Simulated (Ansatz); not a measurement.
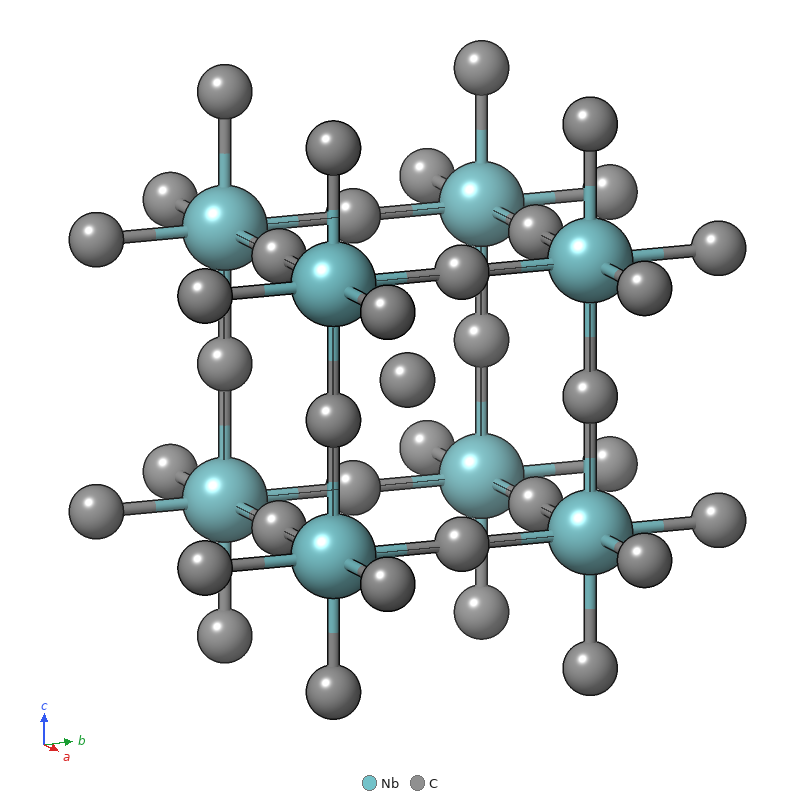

This ball-and-stick model is shown slightly off an axis. One conventional unit cell is framed, with atoms on its boundary repeated. Some atoms of the next cells are drawn as well. Cell: a = 4.17 Å, b = 4.17 Å, c = 4.17 Å, α = 90.00°, β = 90.00°, γ = 90.00°.

Source of the structure: a random cell made by a generator, so it need not be a real form of the compound. Earlier steps of the study, as a rule a relaxation of our own, may have changed the cell and positions, so they can lie some per cent off the listed ones. Ansatz was used for an electronic-structure calculation on it.

**Explain the picture.**

The structure is one of NbC₄. The lattice is primitive cubic and the space group Pm-3m (No. 221). Atoms per cell: 5 (1 Nb, 4 C). Each Nb has six C in an octahedral arrangement at about 2.1 Å. C takes two kinds of site: 3d with two Nb in a linear arrangement at about 2.1 Å; 1b with no bonds drawn. The bonds build a three-dimensional framework; some C atoms stand without bonds in the drawing.

Level of theory and settings: Ansatz 0.2.0, DFT PBE, scalar-relativistic, plane waves, PAW, plane waves up to 420 eV, k-grid 10×10×10, Gaussian smearing of 0.1 eV, no spin polarisation.

**Is it conducting or gapped at this level?**

A metal: bands cross the Fermi level.

**What does a Bader analysis give?**

Nb +1.88 e; C -0.65 to +0.06 e.

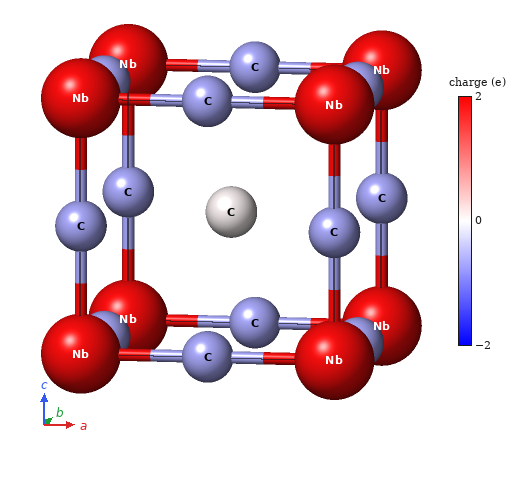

The atoms coloured by those charges. The run's cell of 5 atoms is drawn.

**Is this the optimised geometry for these settings?**

Yes. All forces vanish to within 0.01 eV/Å. The pressure is 0.0 GPa, close to zero.
